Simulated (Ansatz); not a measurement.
Bi₂S₃

The calculation's input:

```
crystal:
  lattice:
    - [11.345, 0.0, 0.0]
    - [0.0, 3.994, 0.0]
    - [0.0, 0.0, 11.193]
  atoms:
    - { symbol: Bi, position: [0.4835, 0.25, 0.3257] }
    - { symbol: Bi, position: [0.0165, 0.75, 0.8257] }
    - { symbol: Bi, position: [0.9835, 0.25, 0.1743] }
    - { symbol: Bi, position: [0.5165, 0.75, 0.6743] }
    - { symbol: Bi, position: [0.3407, 0.75, 0.0339] }
    - { symbol: Bi, position: [0.1593, 0.25, 0.5339] }
    - { symbol: Bi, position: [0.8407, 0.75, 0.4661] }
    - { symbol: Bi, position: [0.6593, 0.25, 0.9661] }
    - { symbol: S, position: [0.2835, 0.25, 0.1943] }
    - { symbol: S, position: [0.2165, 0.75, 0.6943] }
    - { symbol: S, position: [0.7835, 0.25, 0.3057] }
    - { symbol: S, position: [0.7165, 0.75, 0.8057] }
    - { symbol: S, position: [0.5495, 0.75, 0.1286] }
    - { symbol: S, position: [0.9505, 0.25, 0.6286] }
    - { symbol: S, position: [0.0495, 0.75, 0.3714] }
    - { symbol: S, position: [0.4505, 0.25, 0.8714] }
    - { symbol: S, position: [0.3767, 0.75, 0.4414] }
    - { symbol: S, position: [0.1233, 0.25, 0.9414] }
    - { symbol: S, position: [0.8767, 0.75, 0.0586] }
    - { symbol: S, position: [0.6233, 0.25, 0.5586] }
basis:
  ecutwfc: 420
kpoints:
  mp_grid: { grid: [4, 8, 4] }
hamiltonian:
  xc: pbe
scf:
  occupations: { method: gaussian, width: 0.02 }
output:
  forces: true
  stress: true
  eigenvalues: true
  write_density: true
  write_potential: true
  elf: true
  volumetric_format: npy
relax:
  adjacent_minimum: "off"
  f_tol: 0.005
  max_steps: 80
  cell: { stress_tol: 0.05 }
```

Launched as:

```sh
ansatz run input.yaml --threads 8 --pin off --max-ram 22528MiB --backend cpu --events-out ev --progress --plain --runs-dir out
```

Below, planes, directions and counts refer to the conventional cell (a = 11.84 Å, b = 4.02 Å, c = 11.19 Å, α = 90.00°, β = 90.00°, γ = 90.00°).

The fields are those of the relaxed geometry.

Space group Pnma.

Method: Ansatz 0.2.0, DFT PBE, scalar-relativistic, plane waves, PAW.

In a PAW calculation such maps are meaningful between the atoms, not at the nuclei.

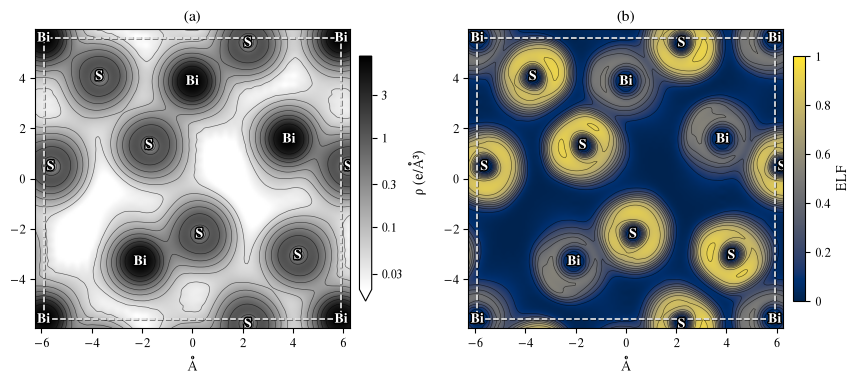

Figure 1. (a) valence electron density; (b) ELF on the (010) plane of the conventional cell.

**Read the bonding off the picture.**

- The plane passes through Bi and S nuclei.
- Bi–S (2.62 Å): ρ is about 0.46 e/Å³ halfway; the ELF peaks at about 0.85 in the valence shell of S, 0.9 Å from its nucleus, and is about 0.50 at the midpoint.
- Bi–S (2.71 Å): ρ at the midpoint is about 0.39 e/Å³; the ELF peaks at about 0.85 in the valence shell of S, 0.8 Å from its nucleus, and drops to about 0.30 between the two atoms.
- Between the atoms the lowest density in this plane is 0.008 e/Å³.
- The ELF also peaks beside S, away from the bonds: lone-pair regions.
- The features right at Bi lie inside the PAW spheres, where the map follows smoothed inner orbitals and isn't to be read closely.

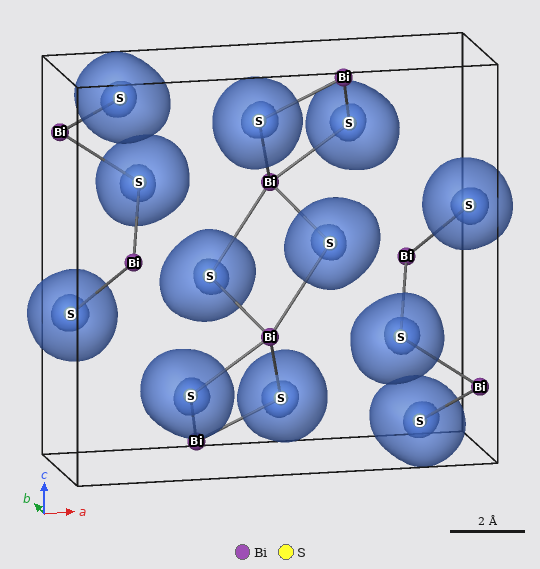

Figure 2. Isosurface of the ELF at 0.65 (blue), seen slightly off an axis. Only the valence region is drawn (cores and ρ < 0.01 e/Å³ removed). Sticks mark near contacts.

**Where are the electrons localised?**

The surface consists of twelve regions wrapped around S (the valence shell of each), counted in one cell of 20 atoms. Regions shared between cells count once.


 Bi–S (2.69 Å): the ELF peaks at about 0.85 in the valence shell of S, 0.8 Å from its nucleus, and drops to about 0.30 between the two atoms.

**Metal or insulator at this level of theory?**

It is gapped, with a Kohn–Sham gap of 1.4 eV on the k-point mesh (the band edges may lie off the mesh, which would make the gap smaller).
